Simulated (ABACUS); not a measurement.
**A series of single points on Os**

System: Os (2 atoms in the cell).
Method: Kohn-Sham DFT of a periodic cell, PBE, PseudoDojo NC SR 0.4.1 PBE standard, no spin polarisation (ABACUS 3.10.1).

The 7 runs differ only in the geometry, by an even scaling of the cell at fixed fractional positions. The structure derives from an entry of the Crystallography Open Database.

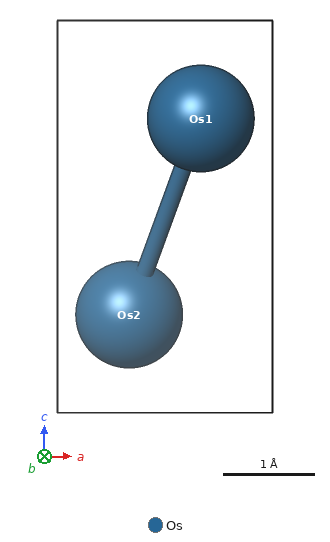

Figure 1. The structure of run 4 (ball-and-stick view of the cell of the calculation, along the b axis; atoms are numbered from 1 in the order of the input).

### Input file of run 4
```
INPUT_PARAMETERS
suffix              Os
calculation         scf
basis_type          lcao
pseudo_dir          ./
orbital_dir         ./
symmetry            1
dft_functional      pbe
ecutwfc             100
pseudo_rcut         10
nspin               1
nbands              20
ks_solver           genelpa
smearing_method     fd
smearing_sigma      0.00367493
scf_thr             1e-07
scf_nmax            100
mixing_type         broyden
mixing_beta         0.7
cal_force           1
cal_stress          1
out_mul             1
```

### File STRU of run 4
```
ATOMIC_SPECIES
Os 190.2300 Os.upf

NUMERICAL_ORBITAL
Os_confined-atom_7au_3s2p2d1f.orb

LATTICE_CONSTANT
1.8897261246

LATTICE_VECTORS
2.7341000000 0.0000000000 0.0000000000
-1.3670500000 2.3678000565 0.0000000000
0.0000000000 0.0000000000 4.3197000000

ATOMIC_POSITIONS
Direct

Os
0.0
2
0.6666666667 0.3333333333 0.7500000000 1 1 1
0.3333333333 0.6666666667 0.2500000000 1 1 1
```

### File KPT of run 4
```
K_POINTS
0
Gamma
11 11 6 0 0 0
```

Command:
```bash
OMP_NUM_THREADS=1 mpirun -np 4 abacus > log
```

Lattice vectors (Å) and fractional positions of run 4:
```
   2.734100    0.000000    0.000000
  -1.367050    2.367800    0.000000
   0.000000    0.000000    4.319700
Os  0.666667  0.333333  0.750000
Os  0.333333  0.666667  0.250000
```

Run 6 differs from it as follows:
```diff
-2.7341000000 0.0000000000 0.0000000000
--1.3670500000 2.3678000565 0.0000000000
-0.0000000000 0.0000000000 4.3197000000
+2.7700791260 0.0000000000 0.0000000000
+-1.3850395630 2.3989588936 0.0000000000
+0.0000000000 0.0000000000 4.3765446767
```

### Results, with one run withheld

| run | volume per atom (Å³) | free energy per atom, from the lowest run given (meV) | pressure (GPa) |
| --- | --- | --- | --- |
| 1 | 13.143 | 139.79 | 41.61 |
| 2 | 13.423 | 77.66 | 29.80 |
| 3 | 13.703 | 35.02 | 19.26 |
| 4 | 13.982 | 9.74 | 9.86 |
| 5 | 14.262 | 0.00 | 1.46 |
| 6 | 14.542 | ? | ? |
| 7 | 14.821 | 20.58 | −12.69 |

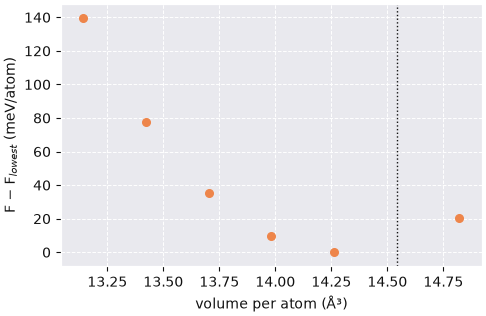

Figure 2. Free energy per atom of the runs given; the dotted line marks run 6.

What should run 6 give?

A cubic polynomial in V^(−2/3) (the Birch–Murnaghan form), fitted to the 6 runs given, misses them by at most 0.03 meV per atom. With x = V^(−2/3) − 0.17322 Å⁻², it reads F = 17.875 + 10117 x + 1.4211e+06 x² + 2.8273e+06 x³ (meV per atom). At run 6 it gives 4.10 meV per atom, and the run itself gives 4.12. The slope of the fit gives a pressure −dF/dV of −6.05 GPa there, and the run prints −6.02 GPa. The fit has its minimum at 14.315 Å³ per atom, where V d²F/dV² gives 398 GPa. Cell shape and fractional positions are held, so this is the stiffness under even scaling; the relaxed bulk modulus wasn't computed.

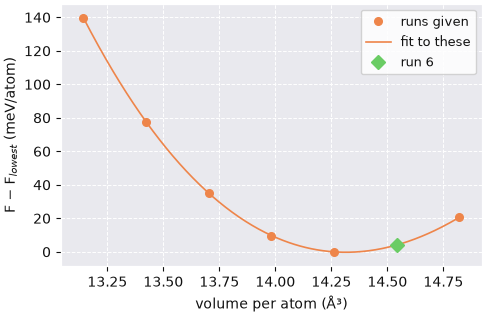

Figure 3. The fit and the withheld run.

### Some lines of the output (run 6)
```
[...]
                          Volume (Bohr^3) = 196.265
                             Volume (A^3) = 29.0834
 E_Fermi        1.8780151474         25.5517069351
 E_Fermi        1.8341253002         24.9545549284
 E_Fermi        1.8392851580         25.0247583953
 E_Fermi        1.8386351255         25.0159142491
 E_Fermi        1.8386499137         25.0161154540
 E_Fermi        1.8386485569         25.0160969932
 E_KS(sigma->0) -404.7473626870      -5506.8703830153
 E_Fermi        1.8386488503         25.0161009853
 final etot is -5506.8774309 eV
 EFERMI = 25.016100985 eV
 TOTAL-PRESSURE: -60.226310 KBAR
 !FINAL_ETOT_IS -5506.8774308854708579 eV
```

Notes: Points of doubt noted for this run: home made orbitals. Spin–orbit coupling is left out, which matters for Os.
